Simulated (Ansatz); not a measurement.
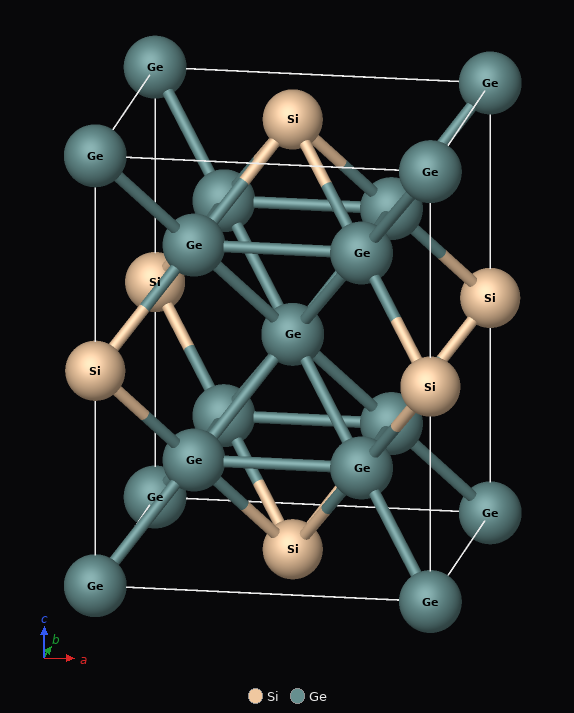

View slightly off an axis, drawn as a ball-and-stick model. One conventional unit cell is outlined, and atoms on its boundary appear in each equivalent place. Cell: a = 5.76 Å, b = 5.76 Å, c = 7.54 Å, α = 90.00°, β = 90.00°, γ = 90.00°.

Origin of the cell: a random cell made by a generator, so it need not be a real form of the compound. Earlier steps of the study, as a rule a relaxation of our own, may have changed the cell and positions, so they can lie some per cent off the listed ones. It was run through Ansatz as a DFT input.

Question: Give a description of the structure.

Answer: The stoichiometry is SiGe5. The lattice is body-centred tetragonal and the space group I4/mmm (No. 139). Content of the cell: 2 Si, 10 Ge (Z = 2). About every Si there are eight Ge in a distorted cubic arrangement at about 2.8 Å. Ge takes two kinds of site: 8f with six Ge and two Si in a distorted cubic arrangement (about 2.8 to 2.9 Å to Ge, 2.8 Å to Si); 2a with eight Ge in a distorted cubic arrangement at about 2.8 Å. The bonds build a three-dimensional framework.

Level of theory and settings: DFT PBE, scalar-relativistic, plane waves, PAW in Ansatz 0.2.0, plane waves up to 420 eV, k-points about 0.15 Å⁻¹ apart, Gaussian smearing of 0.1 eV, no spin polarisation.

Question: Does it come out as a metal, or with a gap?

Answer: A metal: bands cross the Fermi level.

Question: Give the Bader charge of each element.

Answer: Si -0.03 e; Ge -0.04 to +0.02 e.

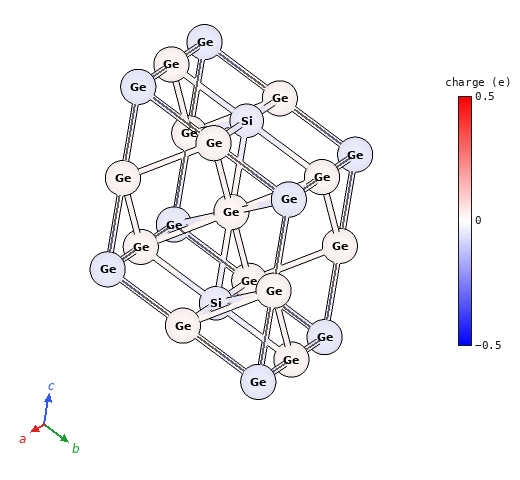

The atoms coloured by those charges. The run's cell of 6 atoms is drawn, so axes and origin can differ from the first picture.

Question: Does this geometry sit at a stationary point of the energy?

Answer: Yes. All forces vanish to within 0.01 eV/Å. The pressure is 0.0 GPa, close to zero.
